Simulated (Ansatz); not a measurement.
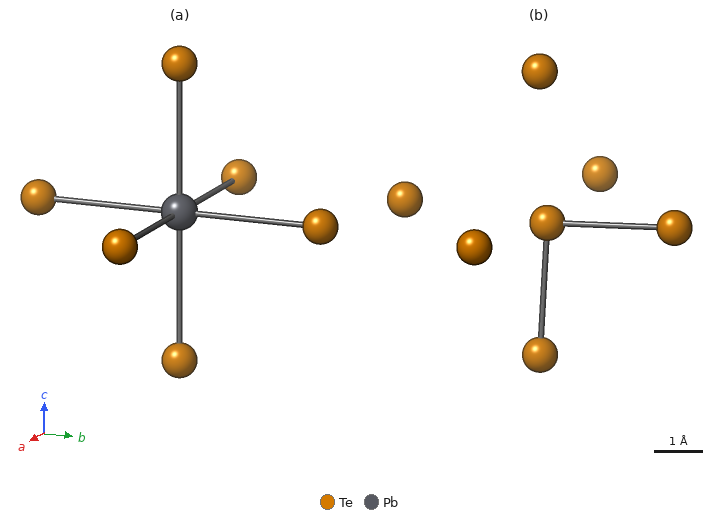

Left: perfect TePb. Right: the same region with one point defect, after relaxing the atoms in a supercell of 64 sites. A ball-and-stick model of the atoms within 3.3 Å of one point, seen slightly off an axis.

All numbers below come from DFT, PBEsol, PAW, plane waves (Ansatz 0.2.0). Settings: plane-wave cutoff 420 eV; k-point mesh 1 × 1 × 1; mesh shifted by (0.25, 0.25, 0.25); no spin polarisation. Fermi-Dirac smearing of 0.01 eV. The axes drawn are those of the host's conventional cell.

What kind of defect was made?

Answer. A lead atom is replaced by tellurium.

The charge state of the cell is 0.

What does the relaxation do around it?

Answer. In the host the Pb atom has 6 Te at 3.22 Å; the Te atom ends with 6 Te at 2.88 to 3.39 Å. Of the host's atoms, a lead atom moves furthest from its site, by 0.27 Å. The Te atom itself moves 0.30 Å from where it was put.
